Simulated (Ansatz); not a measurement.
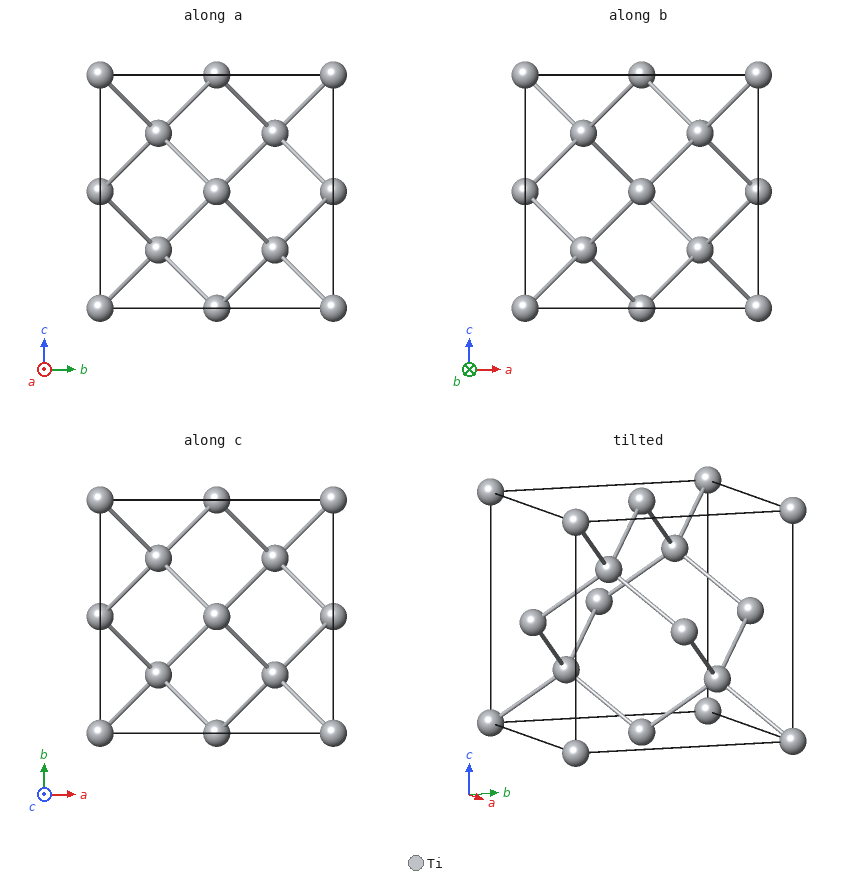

We look at a ball-and-stick model of the crystal along the a axis, along the b axis, along the c axis and slightly off an axis. The wireframe shows the conventional unit cell.

Lattice parameters: a = 6.065 Å, b = 6.065 Å, c = 6.065 Å, α = 90.00°, β = 90.00°, γ = 90.00°. Put a along x and b in the xy plane.

Question: Express the structure as a POSCAR file.

Answer:
```
Ti
1.0
     6.065    0.000    0.000
     0.000    6.065    0.000
     0.000    0.000    6.065
Ti
8
Direct
  0.7500 0.7500 0.2500
  0.0000 0.5000 0.5000
  0.7500 0.2500 0.7500
  0.0000 0.0000 0.0000
  0.2500 0.7500 0.7500
  0.5000 0.5000 0.0000
  0.2500 0.2500 0.2500
  0.5000 0.0000 0.5000
```

The structure was taken from a structure type filled with this element by a generator (whether the element takes this form wasn't checked). Earlier steps of the study may have refined or changed the cell and positions. Ansatz was used for an electronic-structure calculation on it.
